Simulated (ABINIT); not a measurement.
Single-point calculation of Nb

System: Nb (P-1, 1 atom in the cell).
Method: Kohn-Sham DFT of a periodic cell, PBE, PseudoDojo NC SR PBE v0.4.1 standard, no spin polarisation (ABINIT 10.8.3).

The structure derives from an entry of the Crystallography Open Database.

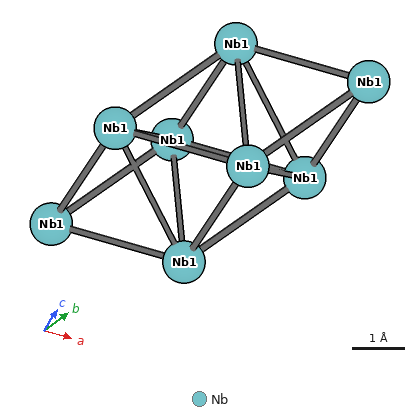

Fig. 1: The structure as given in the input (ball-and-stick view of the reduced cell, seen at an oblique angle; atoms are numbered from 1 in the order of the input). An atom can appear more than once, as a periodic image.

### The input
```
# Pseudopotentials
pp_dirpath "./"
pseudos "Nb.upf"

# Structure
acell 3*1.0
rprim
    -0.0775430218     4.1448893770     3.9851470482
     3.8671355414     0.0941348172     3.8134673195
     4.0180358417     4.1241099485    -0.0567654831
ntypat 1
znucl 41
natom 1
typat 1
xcart
    -0.0098323025     0.0652922846     0.0554169460 Angstrom
chkprim 0
chksymtnons 0
tolsym 1.0e-6

# Plane-wave basis
ecut 41.0

# k points
kptopt 1
ngkpt 7 7 7
nshiftk 1
shiftk 0.0 0.0 0.0

# Exchange and correlation
ixc 11

# Bands and occupations
nband 11
occopt 4
tsmear 0.05 eV

# SCF cycle
nstep 100
tolvrs 1.0e-10
boxcutmin 1.7

# Output
iomode 3
prtwf 0
prtden 0
prteig 0
prtebands 0
enunit 2
```

Command:
```bash
abinit run.abi > log 2>&1
```

### Log
```
.Version 10.8.3 of ABINIT
 Symmetries : space group P-1 (#  2); Bravais aP (primitive triclinic)
================================================================================
 Values of the parameters that define the memory need of the present run
     intxc =       0    ionmov =       0      iscf =       7    lmnmax =       6
     lnmax =       6     mgfft =      30  mpssoang =       3    mqgrid =    3001
     natom =       1  nloc_mem =       1    nspden =       1   nspinor =       1
    nsppol =       1      nsym =       2    n1xccc =    2501    ntypat =       1
    occopt =       4   xclevel =       2
       mpw =        1616          nfft =       27000          nkpt =         172
================================================================================
================================================================================

--------------------------------------------------------------------------------
------------- Echo of variables that govern the present computation ------------
--------------------------------------------------------------------------------
 -outvars: echo values of preprocessed input variables --------
            acell      1.0000000000E+00  1.0000000000E+00  1.0000000000E+00 Bohr
              amu      9.29063800E+01
        boxcutmin      1.70000000E+00
          chkprim           0
      chksymtnons           0
             ecut      4.10000000E+01 Hartree
           enunit           2
                       outvar_i_n : Printing only first  50 k-points.
              ixc          11
                       outvar_i_n : Printing only first  50 k-points.
         kptrlatt        7    0    0      0    7    0      0    0    7
          kptrlen      3.80236828E+01
            natom           1
            nband          11
            ngfft          30      30      30
             nkpt         172
            nstep         100
             nsym           2
           ntypat           1
                       prtocc : prtvol=0, do not print more k-points.
           occopt           4
           prtden           0
        prtebands           0
           prteig           0
            prtwf           0
            rprim     -7.7543021800E-02  4.1448893770E+00  3.9851470482E+00
                       3.8671355414E+00  9.4134817200E-02  3.8134673195E+00
                       4.0180358417E+00  4.1241099485E+00 -5.6765483100E-02
          spgroup           2
           tolsym      1.00000000E-06
           tolvrs      1.00000000E-10
           tsmear      1.83746611E-03 Hartree
            typat      1
                       outvars : Printing only first  50 k-points.
           xangst     -9.8323025000E-03  6.5292284600E-02  5.5416946000E-02
            xcart     -1.8580358912E-02  1.2338453603E-01  1.0472285067E-01
             xred      3.0077000033E-02 -3.9729999927E-03 -2.2000001993E-04
            znucl       41.00000

================================================================================

 chkinp: Checking input parameters for consistency.

================================================================================
== DATASET  1 ==================================================================

--- !DatasetInfo
iteration_state: {dtset: 1, }
dimensions: {natom: 1, nkpt: 172, mband: 11, nsppol: 1, nspinor: 1, nspden: 1, mpw: 1616, }
cutoff_energies: {ecut:  41.0, pawecutdg:  -1.0, }
electrons: {nelect:   1.30000000E+01, charge:   0.00000000E+00, occopt:   4.00000000E+00, tsmear:   1.83746611E-03, }
meta: {optdriver: 0, ionmov: 0, optcell: 0, iscf: 7, paral_kgb: 0, }
...

 Exchange-correlation functional for the present dataset will be:
  GGA: Perdew-Burke-Ernzerhof functional - ixc=11
  J.P.Perdew, K.Burke, M.Ernzerhof, PRL 77, 3865 (1996)

 Real(R)+Recip(G) space primitive vectors, cartesian coordinates (Bohr,Bohr^-1):
 R(1)= -0.0775430  4.1448894  3.9851470  G(1)= -0.1232083  0.1217177  0.1219377
 R(2)=  3.8671355  0.0941348  3.8134673  G(2)=  0.1305540 -0.1253663  0.1329319
 R(3)=  4.0180358  4.1241099 -0.0567655  G(3)=  0.1208491  0.1230071 -0.1255863
 Unit cell volume ucvol=  1.2769027E+02 bohr^3
 Angles (23,13,12)=  5.98495483E+01  5.99994083E+01  6.06976164E+01 degrees

 getcut: wavevector=  0.0000  0.0000  0.0000  ngfft=  30  30  30
         ecut(hartree)=     41.000   => boxcut(ratio)=   1.80882

--- Pseudopotential description ------------------------------------------------
- pspini: atom type   1  psp file is ./Nb.upf
12 -101130 2 -1 1680                          pspcod,pspxc,lmax,lloc,mmax
     nproj     2     2     2

   2.04165821E+02                                ecore*ucvol(ha*bohr**3)
--------------------------------------------------------------------------------

================================================================================

--- !BeginCycle
iteration_state: {dtset: 1, }
solver: {iscf: 7, nstep: 100, nline: 4, wfoptalg: 0, }
tolerances: {tolvrs: 1.00E-10, }
...

     iter   Etot(hartree)      deltaE(h)  residm     vres2
 ETOT  1  -62.242925978819    -6.224E+01 1.407E-01 6.763E+01
 ETOT  2  -62.273493611427    -3.057E-02 4.914E-02 8.551E+00
 ETOT  3  -62.275510362632    -2.017E-03 5.897E-03 4.057E-03
 ETOT  4  -62.275511724154    -1.362E-06 1.694E-03 1.375E-04
 ETOT  5  -62.275511759562    -3.541E-08 1.429E-03 8.634E-06
 ETOT  6  -62.275511762118    -2.556E-09 3.422E-04 7.519E-08
 ETOT  7  -62.275511762135    -1.646E-11 2.187E-04 1.477E-09
 ETOT  8  -62.275511762135    -3.553E-13 9.798E-05 2.470E-11

 At SCF step    8       vres2   =  2.47E-11 < tolvrs=  1.00E-10 =>converged.

 Cartesian components of stress tensor (hartree/bohr^3)
  sigma(1 1)=  1.39501735E-04  sigma(3 2)= -1.26740291E-05
  sigma(2 2)= -1.05625225E-04  sigma(3 1)=  2.24892578E-05
  sigma(3 3)=  2.17073660E-04  sigma(2 1)= -1.83073164E-06

--- !ResultsGS
iteration_state: {dtset: 1, }
comment   : Summary of ground state results
lattice_vectors:
- [ -0.0775430,   4.1448894,   3.9851470, ]
- [  3.8671355,   0.0941348,   3.8134673, ]
- [  4.0180358,   4.1241099,  -0.0567655, ]
lattice_lengths: [   5.75044,    5.43195,    5.75813, ]
lattice_angles: [ 59.850,  59.999,  60.698, ] # degrees, (23, 13, 12)
lattice_volume:   1.2769027E+02
convergence: {deltae: -3.553E-13, res2:  2.470E-11, residm:  9.798E-05, diffor: null, }
etotal    :  -6.22755118E+01
entropy   :   0.00000000E+00
fermie    :   5.13103370E-01
cartesian_stress_tensor: # hartree/bohr^3
- [  1.39501735E-04,  -1.83073164E-06,   2.24892578E-05, ]
- [ -1.83073164E-06,  -1.05625225E-04,  -1.26740291E-05, ]
- [  2.24892578E-05,  -1.26740291E-05,   2.17073660E-04, ]
pressure_GPa:  -2.4611E+00
xred      :
- [  3.0077E-02,  -3.9730E-03,  -2.2000E-04, Nb]
cartesian_forces: # hartree/bohr
- [ -0.00000000E+00,  -0.00000000E+00,  -0.00000000E+00, ]
force_length_stats: {min:   0.00000000E+00, max:   0.00000000E+00, mean:   0.00000000E+00, }
...

 Integrated electronic density in atomic spheres:
 ------------------------------------------------
 Atom  Sphere_radius  Integrated_density
    1        2.00000          9.41531512
================================================================================

 ----iterations are completed or convergence reached----

 Mean square residual over all n,k,spin=   14.108E-08; max=  97.978E-06
 reduced coordinates (array xred) for    1 atoms
       0.030077000033     -0.003972999993     -0.000220000020
 rms dE/dt=  0.0000E+00; max dE/dt=  0.0000E+00; dE/dt below (all hartree)
    1       0.000000000000      0.000000000000      0.000000000000

 cartesian coordinates (angstrom) at end:
    1     -0.00983230250000     0.06529228460000     0.05541694600000

 cartesian forces (hartree/bohr) at end:
    1     -0.00000000000000    -0.00000000000000    -0.00000000000000
 frms,max,avg= 0.0000000E+00 0.0000000E+00   0.000E+00  0.000E+00  0.000E+00 h/b

 cartesian forces (eV/Angstrom) at end:
    1     -0.00000000000000    -0.00000000000000    -0.00000000000000
 frms,max,avg= 0.0000000E+00 0.0000000E+00   0.000E+00  0.000E+00  0.000E+00 e/A
 length scales=  1.000000000000  1.000000000000  1.000000000000 bohr
              =  0.529177210544  0.529177210544  0.529177210544 angstroms
 Fermi (or HOMO) energy (hartree) =   0.51310   Average Vxc (hartree)=  -0.46261
 Eigenvalues (hartree) for nkpt= 172  k points:
 kpt#   1, nband= 11, wtk=  0.00292, kpt=  0.0000  0.0000  0.0000 (reduced coord)
  -1.49798   -0.59761   -0.59553   -0.59050    0.28749    0.50398    0.50671    0.54379
   0.60415    0.62453    0.95084
      occupation numbers for kpt#   1
   2.00000    2.00000    2.00000    2.00000    2.00000    2.00000    2.00003    0.00000
   0.00000    0.00000    0.00000
 prteigrs : prtvol=0 or 1, do not print more k-points.

 Fermi (or HOMO) energy (eV) =  13.96225   Average Vxc (eV)= -12.58838
 Eigenvalues (   eV  ) for nkpt= 172  k points:
 kpt#   1, nband= 11, wtk=  0.00292, kpt=  0.0000  0.0000  0.0000 (reduced coord)
 -40.76206  -16.26190  -16.20533  -16.06844    7.82298   13.71407   13.78839   14.79741
  16.43976   16.99442   25.87355
 prteigrs : prtvol=0 or 1, do not print more k-points.

--- !EnergyTerms
iteration_state     : {dtset: 1, }
comment             : Components of total free energy in Hartree
kinetic             :  1.81204166080223E+01
hartree             :  7.78564038797823E+00
xc                  : -1.30435922550084E+01
Ewald energy        : -4.84425244901249E+01
psp_core            :  1.59891447779866E+00
local_psp           : -3.60540968313980E+01
non_local_psp       :  7.75972857316606E+00
internal            : -6.22755135295660E+01
'-kT*entropy'       :  1.76743083152649E-06
total_energy        : -6.22755117621352E+01
total_energy_eV     : -1.69460300422559E+03
band_energy         : -4.45397031168044E+00
...

 Cartesian components of stress tensor (hartree/bohr^3)
  sigma(1 1)=  1.39501735E-04  sigma(3 2)= -1.26740291E-05
  sigma(2 2)= -1.05625225E-04  sigma(3 1)=  2.24892578E-05
  sigma(3 3)=  2.17073660E-04  sigma(2 1)= -1.83073164E-06

-Cartesian components of stress tensor (GPa)         [Pressure= -2.4611E+00 GPa]
- sigma(1 1)=  4.10428273E+00  sigma(3 2)= -3.72882809E-01
- sigma(2 2)= -3.10760140E+00  sigma(3 1)=  6.61656808E-01
- sigma(3 3)=  6.38652756E+00  sigma(2 1)= -5.38619845E-02

== END DATASET(S) ==============================================================
================================================================================

 -outvars: echo values of variables after computation  --------
            acell      1.0000000000E+00  1.0000000000E+00  1.0000000000E+00 Bohr
           etotal     -6.2275511762E+01
            fcart     -0.0000000000E+00 -0.0000000000E+00 -0.0000000000E+00
            rprim     -7.7543021800E-02  4.1448893770E+00  3.9851470482E+00
                       3.8671355414E+00  9.4134817200E-02  3.8134673195E+00
                       4.0180358417E+00  4.1241099485E+00 -5.6765483100E-02
           strten      1.3950173460E-04 -1.0562522456E-04  2.1707365952E-04
                      -1.2674029069E-05  2.2489257806E-05 -1.8307316428E-06
           xangst     -9.8323025000E-03  6.5292284600E-02  5.5416946000E-02
             xred      3.0077000033E-02 -3.9729999927E-03 -2.2000001993E-04
 Calculation completed.
```

### Summary

| quantity | value |
| --- | --- |
| outcome | converged |
| space group (tolerance 0.01 Å) | P-1 (2) |
| electrons treated | 13 |
| free energy | −1694.6030 eV |
| Fermi energy | 13.962 eV |
| gap on the k-point mesh | none (metallic) |
| pressure | −2.46 GPa |
| largest force (length of the vector) | under 0.001 eV/Å |
| hardware | 1 thread of Arm Neoverse V1, 24 GiB of memory available, shared host |
| wall time | 59 s |
| peak memory | 0.1 GiB |
